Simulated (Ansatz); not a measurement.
## SiC: geometry relaxation (part 3 of 3)

SiC (slab, 40 atoms in the cell); DFT PBE+D3(BJ), scalar-relativistic, plane waves, PAW, no spin polarisation (Ansatz 0.2.0); cutoff 420 eV, 3×2×1 k-mesh, Gaussian smearing of 0.05 eV. The structure derives from an entry of the Crystallography Open Database. The input holds or restrains some coordinates. Forces given for the steps count only the free coordinates. It belongs to a series of runs on one base structure; here: clean slab, lower planes held.

Trajectory as extended XYZ, continued:
```
40
Lattice="6.1500 0.0000 0.0000 0.0000 8.6974 0.0000 0.0000 0.0000 22.1500" Properties=species:S:1:pos:R:3:forces:R:3 step=2 energy=-17729.32405
Si    1.5375    6.5231    8.0000    0.0000  -2.8496   1.6377
Si    1.5375    2.1744    8.0000    0.0000  -2.8496   1.6377
Si    4.6125    6.5231    8.0000    0.0000  -2.8496   1.6377
Si    4.6125    2.1744    8.0000    0.0000  -2.8496   1.6377
C     3.0750    1.0872    8.0000    0.0000   1.8474  -0.5509
C     3.0750    5.4359    8.0000    0.0000   1.8474  -0.5509
C     0.0000    1.0872    8.0000    0.0000   1.8474  -0.5509
C     0.0000    5.4359    8.0000    0.0000   1.8474  -0.5509
Si    3.0750    4.3487    9.5375    0.0000   0.3747  -0.8028
Si    3.0750    0.0000    9.5375    0.0000   0.3747  -0.8028
Si    0.0000    4.3487    9.5375    0.0000   0.3747  -0.8028
Si    0.0000    0.0000    9.5375    0.0000   0.3747  -0.8028
C     4.6125    7.6102    9.5375    0.0000   0.7959  -0.3536
C     4.6125    3.2615    9.5375    0.0000   0.7959  -0.3536
C     1.5375    7.6102    9.5375    0.0000   0.7959  -0.3536
C     1.5375    3.2615    9.5375    0.0000   0.7959  -0.3536
Si    4.6125    2.1553   11.0680    0.0000  -0.3455  -0.2184
Si    4.6125    6.5040   11.0680    0.0000  -0.3455  -0.2184
Si    1.5375    2.1553   11.0680    0.0000  -0.3455  -0.2184
Si    1.5375    6.5040   11.0680    0.0000  -0.3455  -0.2184
C     0.0000    5.4232   11.0860    0.0000   0.0993  -0.1035
C     0.0000    1.0745   11.0860    0.0000   0.0993  -0.1035
C     3.0750    5.4232   11.0860    0.0000   0.0993  -0.1035
C     3.0750    1.0745   11.0860    0.0000   0.0993  -0.1035
Si    0.0000    0.0083   12.6428    0.0000   0.0744   0.3331
Si    0.0000    4.3570   12.6428    0.0000   0.0744   0.3331
Si    3.0750    0.0083   12.6428    0.0000   0.0744   0.3331
Si    3.0750    4.3570   12.6428    0.0000   0.0744   0.3331
C     1.5375    3.2805   12.5867    0.0000   0.1455   0.7774
C     1.5375    7.6292   12.5867    0.0000   0.1455   0.7774
C     4.6125    3.2805   12.5867    0.0000   0.1455   0.7774
C     4.6125    7.6292   12.5867    0.0000   0.1455   0.7774
Si    1.5375    6.3873   14.0033    0.0000  -1.6283  -0.7392
Si    1.5375    2.0386   14.0033    0.0000  -1.6283  -0.7392
Si    4.6125    6.3873   14.0033    0.0000  -1.6283  -0.7392
Si    4.6125    2.0386   14.0033    0.0000  -1.6283  -0.7392
C     3.0750    1.0445   14.1931    0.0000   1.4868   0.0219
C     3.0750    5.3932   14.1931    0.0000   1.4868   0.0219
C     0.0000    1.0445   14.1931    0.0000   1.4868   0.0219
C     0.0000    5.3932   14.1931    0.0000   1.4868   0.0219
40
Lattice="6.1500 0.0000 0.0000 0.0000 8.6974 0.0000 0.0000 0.0000 22.1500" Properties=species:S:1:pos:R:3:forces:R:3 step=3 energy=-17729.88659
Si    1.5375    6.5231    8.0000    0.0000  -2.8516   1.6912
Si    1.5375    2.1744    8.0000    0.0000  -2.8516   1.6912
Si    4.6125    6.5231    8.0000    0.0000  -2.8516   1.6912
Si    4.6125    2.1744    8.0000    0.0000  -2.8516   1.6912
C     3.0750    1.0872    8.0000    0.0000   1.8374  -0.5755
C     3.0750    5.4359    8.0000    0.0000   1.8374  -0.5755
C     0.0000    1.0872    8.0000    0.0000   1.8374  -0.5755
C     0.0000    5.4359    8.0000    0.0000   1.8374  -0.5755
Si    3.0750    4.3487    9.5375    0.0000   0.2387  -0.7194
Si    3.0750    0.0000    9.5375    0.0000   0.2387  -0.7194
Si    0.0000    4.3487    9.5375    0.0000   0.2387  -0.7194
Si    0.0000    0.0000    9.5375    0.0000   0.2387  -0.7194
C     4.6125    7.6102    9.5375    0.0000   0.6808  -0.2923
C     4.6125    3.2615    9.5375    0.0000   0.6808  -0.2923
C     1.5375    7.6102    9.5375    0.0000   0.6808  -0.2923
C     1.5375    3.2615    9.5375    0.0000   0.6808  -0.2923
Si    4.6125    2.1340   11.0648    0.0000   0.1854   0.0175
Si    4.6125    6.4827   11.0648    0.0000   0.1854   0.0175
Si    1.5375    2.1340   11.0648    0.0000   0.1854   0.0175
Si    1.5375    6.4827   11.0648    0.0000   0.1854   0.0175
C     0.0000    5.4026   11.0952    0.0000   0.0342   0.0132
C     0.0000    1.0539   11.0952    0.0000   0.0342   0.0132
C     3.0750    5.4026   11.0952    0.0000   0.0342   0.0132
C     3.0750    1.0539   11.0952    0.0000   0.0342   0.0132
Si    0.0000   -0.0064   12.6916    0.0000  -0.4511  -0.0594
Si    0.0000    4.3423   12.6916    0.0000  -0.4511  -0.0594
Si    3.0750   -0.0064   12.6916    0.0000  -0.4511  -0.0594
Si    3.0750    4.3423   12.6916    0.0000  -0.4511  -0.0594
C     1.5375    3.2620   12.6430    0.0000   0.0090  -0.3021
C     1.5375    7.6107   12.6430    0.0000   0.0090  -0.3021
C     4.6125    3.2620   12.6430    0.0000   0.0090  -0.3021
C     4.6125    7.6107   12.6430    0.0000   0.0090  -0.3021
Si    1.5375    6.2446   13.8807    0.0000   0.4696   0.4854
Si    1.5375    1.8959   13.8807    0.0000   0.4696   0.4854
Si    4.6125    6.2446   13.8807    0.0000   0.4696   0.4854
Si    4.6125    1.8959   13.8807    0.0000   0.4696   0.4854
C     3.0750    1.0737   14.2070    0.0000  -0.1525  -0.2583
C     3.0750    5.4224   14.2070    0.0000  -0.1525  -0.2583
C     0.0000    1.0737   14.2070    0.0000  -0.1525  -0.2583
C     0.0000    5.4224   14.2070    0.0000  -0.1525  -0.2583
40
Lattice="6.1500 0.0000 0.0000 0.0000 8.6974 0.0000 0.0000 0.0000 22.1500" Properties=species:S:1:pos:R:3:forces:R:3 step=4 energy=-17729.96812
Si    1.5375    6.5231    8.0000    0.0000  -2.8650   1.6451
Si    1.5375    2.1744    8.0000    0.0000  -2.8650   1.6451
Si    4.6125    6.5231    8.0000    0.0000  -2.8650   1.6451
Si    4.6125    2.1744    8.0000    0.0000  -2.8650   1.6451
C     3.0750    1.0872    8.0000    0.0000   1.8402  -0.5685
C     3.0750    5.4359    8.0000    0.0000   1.8402  -0.5685
C     0.0000    1.0872    8.0000    0.0000   1.8402  -0.5685
C     0.0000    5.4359    8.0000    0.0000   1.8402  -0.5685
Si    3.0750    4.3487    9.5375    0.0000   0.3493  -0.7721
Si    3.0750    0.0000    9.5375    0.0000   0.3493  -0.7721
Si    0.0000    4.3487    9.5375    0.0000   0.3493  -0.7721
Si    0.0000    0.0000    9.5375    0.0000   0.3493  -0.7721
C     4.6125    7.6102    9.5375    0.0000   0.7503  -0.2984
C     4.6125    3.2615    9.5375    0.0000   0.7503  -0.2984
C     1.5375    7.6102    9.5375    0.0000   0.7503  -0.2984
C     1.5375    3.2615    9.5375    0.0000   0.7503  -0.2984
Si    4.6125    2.1493   11.0671    0.0000  -0.3013  -0.1658
Si    4.6125    6.4980   11.0671    0.0000  -0.3013  -0.1658
Si    1.5375    2.1493   11.0671    0.0000  -0.3013  -0.1658
Si    1.5375    6.4980   11.0671    0.0000  -0.3013  -0.1658
C     0.0000    5.4108   11.0896    0.0000   0.0083   0.1543
C     0.0000    1.0621   11.0896    0.0000   0.0083   0.1543
C     3.0750    5.4108   11.0896    0.0000   0.0083   0.1543
C     3.0750    1.0621   11.0896    0.0000   0.0083   0.1543
Si    0.0000   -0.0245   12.6752    0.0000   0.4294  -0.0642
Si    0.0000    4.3242   12.6752    0.0000   0.4294  -0.0642
Si    3.0750   -0.0245   12.6752    0.0000   0.4294  -0.0642
Si    3.0750    4.3242   12.6752    0.0000   0.4294  -0.0642
C     1.5375    3.2684   12.6209    0.0000  -0.0108   0.1758
C     1.5375    7.6171   12.6209    0.0000  -0.0108   0.1758
C     4.6125    3.2684   12.6209    0.0000  -0.0108   0.1758
C     4.6125    7.6171   12.6209    0.0000  -0.0108   0.1758
Si    1.5375    6.3032   13.9254    0.0000  -0.2349  -0.0917
Si    1.5375    1.9545   13.9254    0.0000  -0.2349  -0.0917
Si    4.6125    6.3032   13.9254    0.0000  -0.2349  -0.0917
Si    4.6125    1.9545   13.9254    0.0000  -0.2349  -0.0917
C     3.0750    1.0907   14.1722    0.0000   0.0340  -0.0144
C     3.0750    5.4394   14.1722    0.0000   0.0340  -0.0144
C     0.0000    1.0907   14.1722    0.0000   0.0340  -0.0144
C     0.0000    5.4394   14.1722    0.0000   0.0340  -0.0144
40
Lattice="6.1500 0.0000 0.0000 0.0000 8.6974 0.0000 0.0000 0.0000 22.1500" Properties=species:S:1:pos:R:3:forces:R:3 step=5 energy=-17729.99592
Si    1.5375    6.5231    8.0000    0.0000  -2.8628   1.6427
Si    1.5375    2.1744    8.0000    0.0000  -2.8628   1.6427
Si    4.6125    6.5231    8.0000    0.0000  -2.8628   1.6427
Si    4.6125    2.1744    8.0000    0.0000  -2.8628   1.6427
C     3.0750    1.0872    8.0000    0.0000   1.8339  -0.5574
C     3.0750    5.4359    8.0000    0.0000   1.8339  -0.5574
C     0.0000    1.0872    8.0000    0.0000   1.8339  -0.5574
C     0.0000    5.4359    8.0000    0.0000   1.8339  -0.5574
Si    3.0750    4.3487    9.5375    0.0000   0.2971  -0.7842
Si    3.0750    0.0000    9.5375    0.0000   0.2971  -0.7842
Si    0.0000    4.3487    9.5375    0.0000   0.2971  -0.7842
Si    0.0000    0.0000    9.5375    0.0000   0.2971  -0.7842
C     4.6125    7.6102    9.5375    0.0000   0.7178  -0.3099
C     4.6125    3.2615    9.5375    0.0000   0.7178  -0.3099
C     1.5375    7.6102    9.5375    0.0000   0.7178  -0.3099
C     1.5375    3.2615    9.5375    0.0000   0.7178  -0.3099
Si    4.6125    2.1381   11.0598    0.0000   0.0055   0.0094
Si    4.6125    6.4868   11.0598    0.0000   0.0055   0.0094
Si    1.5375    2.1381   11.0598    0.0000   0.0055   0.0094
Si    1.5375    6.4868   11.0598    0.0000   0.0055   0.0094
C     0.0000    5.4078   11.0916    0.0000  -0.0087   0.0022
C     0.0000    1.0591   11.0916    0.0000  -0.0087   0.0022
C     3.0750    5.4078   11.0916    0.0000  -0.0087   0.0022
C     3.0750    1.0591   11.0916    0.0000  -0.0087   0.0022
Si    0.0000   -0.0156   12.6729    0.0000  -0.0107   0.0075
Si    0.0000    4.3331   12.6729    0.0000  -0.0107   0.0075
Si    3.0750   -0.0156   12.6729    0.0000  -0.0107   0.0075
Si    3.0750    4.3331   12.6729    0.0000  -0.0107   0.0075
C     1.5375    3.2655   12.6247    0.0000   0.0134   0.0011
C     1.5375    7.6142   12.6247    0.0000   0.0134   0.0011
C     4.6125    3.2655   12.6247    0.0000   0.0134   0.0011
C     4.6125    7.6142   12.6247    0.0000   0.0134   0.0011
Si    1.5375    6.2863   13.9132    0.0000   0.0167  -0.0012
Si    1.5375    1.9376   13.9132    0.0000   0.0167  -0.0012
Si    4.6125    6.2863   13.9132    0.0000   0.0167  -0.0012
Si    4.6125    1.9376   13.9132    0.0000   0.0167  -0.0012
C     3.0750    1.0845   14.1743    0.0000  -0.0012  -0.0109
C     3.0750    5.4332   14.1743    0.0000  -0.0012  -0.0109
C     0.0000    1.0845   14.1743    0.0000  -0.0012  -0.0109
C     0.0000    5.4332   14.1743    0.0000  -0.0012  -0.0109
40
Lattice="6.1500 0.0000 0.0000 0.0000 8.6974 0.0000 0.0000 0.0000 22.1500" Properties=species:S:1:pos:R:3:forces:R:3 step=6 energy=-17729.99592
Si    1.5375    6.5231    8.0000    0.0000  -2.8636   1.6432
Si    1.5375    2.1744    8.0000    0.0000  -2.8636   1.6432
Si    4.6125    6.5231    8.0000    0.0000  -2.8636   1.6432
Si    4.6125    2.1744    8.0000    0.0000  -2.8636   1.6432
C     3.0750    1.0872    8.0000    0.0000   1.8340  -0.5586
C     3.0750    5.4359    8.0000    0.0000   1.8340  -0.5586
C     0.0000    1.0872    8.0000    0.0000   1.8340  -0.5586
C     0.0000    5.4359    8.0000    0.0000   1.8340  -0.5586
Si    3.0750    4.3487    9.5375    0.0000   0.2974  -0.7842
Si    3.0750    0.0000    9.5375    0.0000   0.2974  -0.7842
Si    0.0000    4.3487    9.5375    0.0000   0.2974  -0.7842
Si    0.0000    0.0000    9.5375    0.0000   0.2974  -0.7842
C     4.6125    7.6102    9.5375    0.0000   0.7178  -0.3097
C     4.6125    3.2615    9.5375    0.0000   0.7178  -0.3097
C     1.5375    7.6102    9.5375    0.0000   0.7178  -0.3097
C     1.5375    3.2615    9.5375    0.0000   0.7178  -0.3097
Si    4.6125    2.1381   11.0598    0.0000   0.0053   0.0094
Si    4.6125    6.4868   11.0598    0.0000   0.0053   0.0094
Si    1.5375    2.1381   11.0598    0.0000   0.0053   0.0094
Si    1.5375    6.4868   11.0598    0.0000   0.0053   0.0094
C     0.0000    5.4078   11.0916    0.0000  -0.0085   0.0029
C     0.0000    1.0591   11.0916    0.0000  -0.0085   0.0029
C     3.0750    5.4078   11.0916    0.0000  -0.0085   0.0029
C     3.0750    1.0591   11.0916    0.0000  -0.0085   0.0029
Si    0.0000   -0.0156   12.6729    0.0000  -0.0104   0.0073
Si    0.0000    4.3331   12.6729    0.0000  -0.0104   0.0073
Si    3.0750   -0.0156   12.6729    0.0000  -0.0104   0.0073
Si    3.0750    4.3331   12.6729    0.0000  -0.0104   0.0073
C     1.5375    3.2655   12.6247    0.0000   0.0127   0.0017
C     1.5375    7.6142   12.6247    0.0000   0.0127   0.0017
C     4.6125    3.2655   12.6247    0.0000   0.0127   0.0017
C     4.6125    7.6142   12.6247    0.0000   0.0127   0.0017
Si    1.5375    6.2863   13.9132    0.0000   0.0168  -0.0012
Si    1.5375    1.9376   13.9132    0.0000   0.0168  -0.0012
Si    4.6125    6.2863   13.9132    0.0000   0.0168  -0.0012
Si    4.6125    1.9376   13.9132    0.0000   0.0168  -0.0012
C     3.0750    1.0845   14.1743    0.0000  -0.0014  -0.0108
C     3.0750    5.4332   14.1743    0.0000  -0.0014  -0.0108
C     0.0000    1.0845   14.1743    0.0000  -0.0014  -0.0108
C     0.0000    5.4332   14.1743    0.0000  -0.0014  -0.0108
```

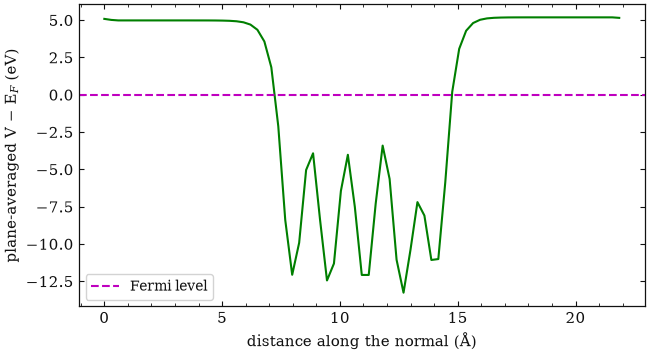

Fig. 1: Plane average of the electrostatic potential energy of an electron across the cell, from the Fermi level. The vacuum level lies 5.19 eV above the Fermi level on the upper side and 4.98 eV on the lower.

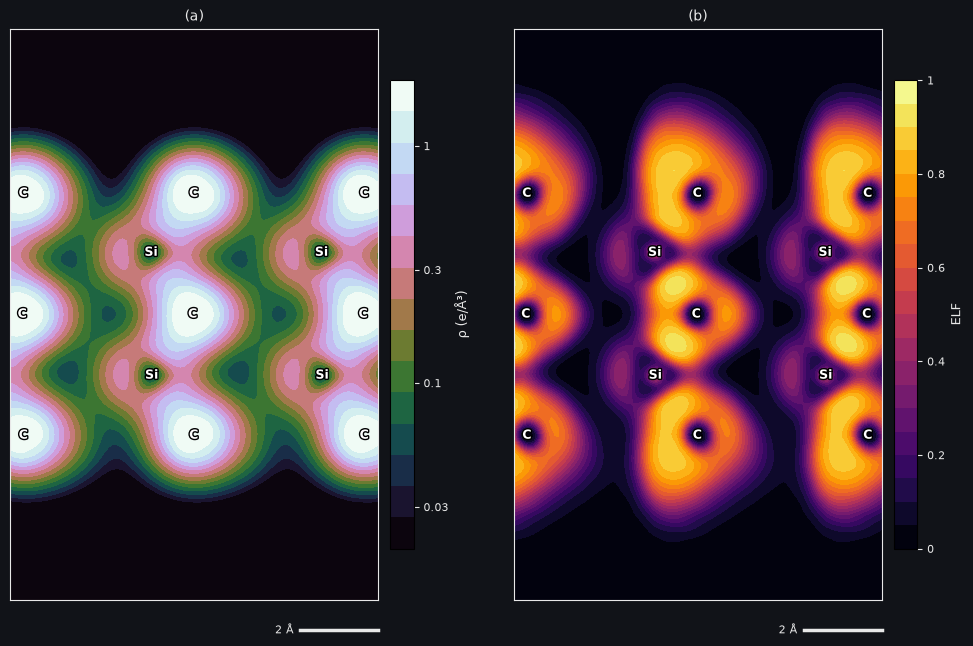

Fig. 2: (a) valence electron density; (b) ELF on the (100) plane of the calculation cell, a cut from vacuum to vacuum. Si–C (1.86 Å): ρ at the midpoint is about 0.85 e/Å³; the ELF peaks at about 0.85 between the atoms, which marks a covalent bond. Si–C (1.88 Å): ρ at the midpoint is about 0.83 e/Å³; the ELF peaks at about 0.90 between the atoms (a covalent bond). The density dies away to nearly zero in the vacuum. The fields are those of the smooth PAW valence density.

Key numbers:

```csv
quantity,value
outcome,converged under the restraints of the input
electrons treated,160
free energy,−17729.9959 eV
"work function, top face",5.19 eV
"work function, bottom face",4.98 eV
Fermi energy,0.267 eV
gap on the k-point mesh,0.01 eV
final volume,1184.78 Å³
work function (upper face),5.19 eV
"largest force (length of the vector) at the end, held atoms and coordinates included",3.302 eV/Å
hardware,"4 threads of Intel Xeon (Sapphire Rapids), 32 GiB of memory available, shared host"
wall time,89 s (CPU time 4.8 min)
peak memory,2.4 GiB
```

Notes:

The program warns: the exchange-correlation potential is rough where the density is thin.
